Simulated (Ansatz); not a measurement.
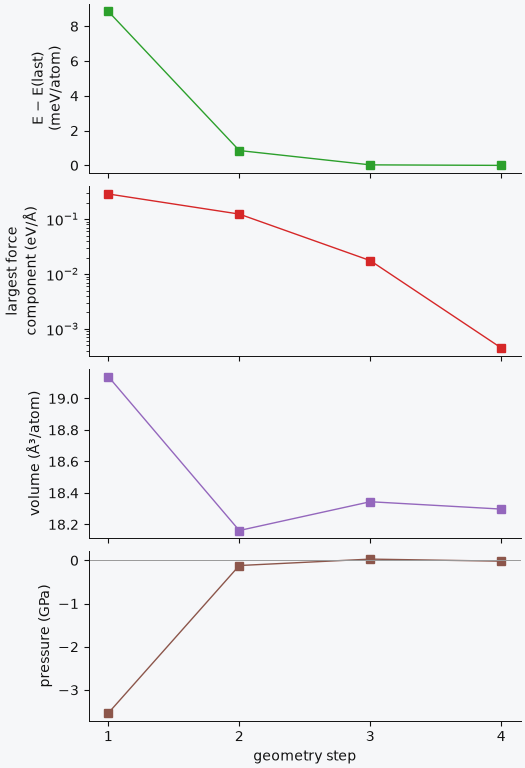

History of a geometry optimisation. TiS2 (P-3m1, 3 atoms in the cell); Ansatz, DFT PBEsol, scalar-relativistic, plane waves, PAW; cutoff 420 eV, 15×15×8 k-mesh, Gaussian smearing of 0.1 eV. Atoms and cell relax. A closing SCF on a freshly chosen basis isn't drawn.

The optimisation met its thresholds at geometry 4, counting the start as the first. The energy fell by about 8.9 meV/atom from the first step to the last. The largest force component goes from about 0.29 eV/Å at the start to 4 × 10⁻⁴ eV/Å at the end. The volume shrinks from 19.14 to 18.30 Å³ per atom (−4.4 %), overshooting to 18.16 at step 2, as the pressure goes from −3.5 GPa to about 0 GPa.
